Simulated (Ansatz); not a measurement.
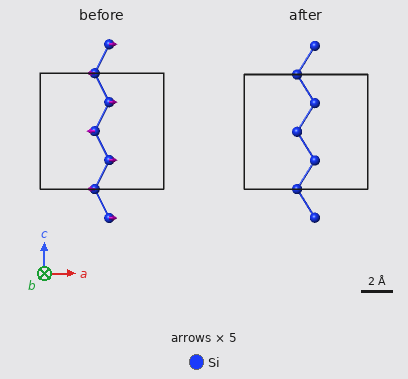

The structure of a wire of composition Si before (left) and after (right) a relaxation, at one scale. The purple arrows give the displacements (the part carried along by the change of the cell is left out), 5 times their true length.

The picture is a ball-and-stick view of the 2 repeat of the cell, with the vacuum cut short, seen along the b axis.

Case: zigzag chain of atoms.

Theory: DFT PBE, scalar-relativistic, plane waves, PAW in Ansatz. (plane-wave cutoff 420 eV; k-point mesh 1 × 1 × 17; occupations gaussian; smearing width 0.05 eV; collinear spin; cell relaxed at fixed a, b, alpha, beta, gamma; force threshold 0.01 eV/Å; at most 45 steps)

What changed between the two?

The largest moves relative to the layer's centre, 0.11 Å, are those of Si atoms. Along the periodic axis the drawn cell goes c 7.674 → 7.588 Å (−1.1 %). Among the contacts that change: Si–Si 2.145 → 2.233 Å. Bond angles that change, for instance: Si–Si–Si 126.9° → 116.3°. The energy falls by 0.100 eV per cell of the calculation in 4 accepted moves (6 points after the start). Largest force component: 1.2 eV/Å at the start, 0.0046 eV/Å at the end. The line search rejected the trial step at point 3 of the run. The SCF was repeated once at an unchanged geometry on a basis and grid sized afresh for the cell, which shifted the energy by 0.1 meV per cell of the calculation at most. The program noted that the starting moments weren't kept. The run may lie on a higher electronic state than the lowest, so the end point isn't shown to be the ground-state structure.
